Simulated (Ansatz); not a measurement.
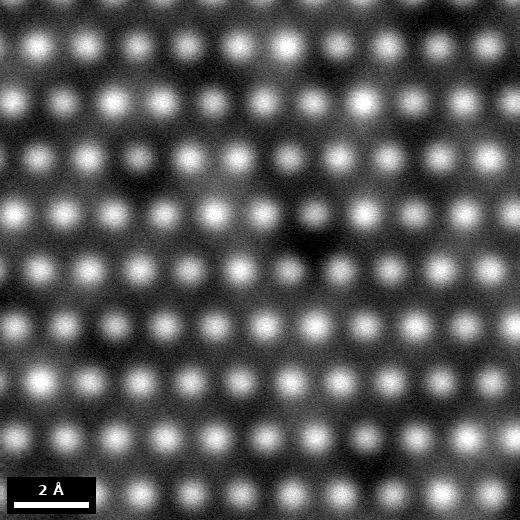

HRTEM-like image of Rh (Im-3m, No. 229) along [210]. Simulated in the weak-phase-object approximation with neutral-atom potentials: 300 kV, Cs = −13 µm, defocus +61 Å (negative is underfocus), defocus spread 12 Å, aperture 1.52 1/Å. Shot noise, a slight drift and the speckle of an amorphous layer were added. Atomic positions: a calculation's starting geometry; the starting structure was generated, so it need not be a known form of this composition.

Do the atom columns appear dark or bright, and why?

Bright. With negative Cs and overfocus sin χ is positive over the pass band, so the strongest columns (Rh) come out brighter than the background.

What point resolution do these settings give, and which lattice spacings pass?

About 0.7 Å (0.66 |Cs|^(1/4) λ^(3/4) with λ = 0.0197 Å). The spacings that carry visible contrast are {200} at 1.51 Å, {211} at 1.23 Å, {321} at 0.81 Å.
